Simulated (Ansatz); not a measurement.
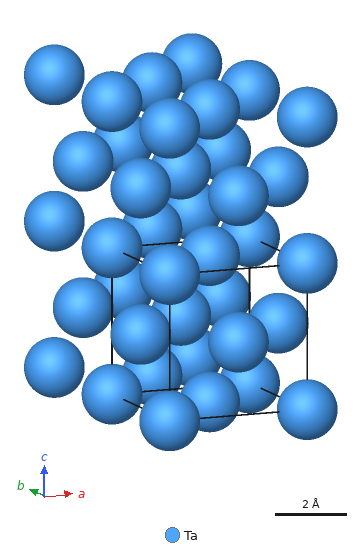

The starting point is a crystal of Ta (set up in Fm-3m). The picture is a spheres-only view of the conventional cell (4 times the calculation's cell), repeated 1 × 2 × 2 with one cell outlined, seen slightly off an axis. Lengths and directions refer to the drawn axes.

Theory: DFT PBE, scalar-relativistic, plane waves, PAW (Ansatz 0.2.0). (plane-wave cutoff 420 eV; k-point mesh 18 × 18 × 18; occupations gaussian; smearing width 0.1 eV; no spin polarisation)

Now this is done to it. All lengths are scaled by +2.0 % (volume +6.0 %), the atoms keeping their fractional coordinates. No relaxation follows.

### What is the effect?

Near-neighbour distances before and after: Ta–Ta 2.986 → 3.045 Å. The space group stays Fm-3m (No. 225). Energy change: +36.7 meV per atom. Pressure: 0.0 GPa before, −10.0 GPa after. All forces vanish by symmetry.

Drawn alike, the variant:

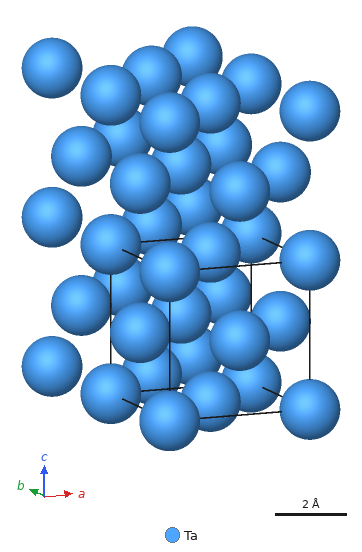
